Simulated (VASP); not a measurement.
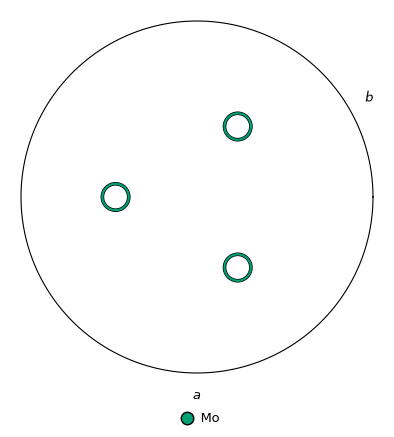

Directions from one selenium atom at (2/3, 1/3, 3/8) to its bonded neighbours, in stereographic projection down c (filled: above the plane of the page or in it, open: below). Crystal: MoSe2, an entry of the Crystallography Open Database, as set up for an electronic-structure calculation. All values are computed from the atomic coordinates in the standard setting (tolerance 0.002 Å).

Neighbours are counted up to 3.19 Å for Mo.

```
Mo Se
1.0
     3.28800    0.00000    0.00000
    -1.64400    2.84749    0.00000
     0.00000    0.00000   12.90000
Mo Se
2 4
Cartesian
  1.6440 0.9492 9.6750
  0.0000 1.8983 3.2250
  1.6440 0.9492 4.8375
  0.0000 1.8983 11.2875
  1.6440 0.9492 1.6125
  0.0000 1.8983 8.0625
```

**How many neighbours are there, and at what angles?**

3: 3 Mo at 2.49 Å. Angles between bonds: 83° (3×).

**What is the site's symmetry in the crystal?**

Point group 3m (C3v), order 6: one threefold axis, three mirror planes. In P6_3/mmc (No. 194) this is Wyckoff position 4f.
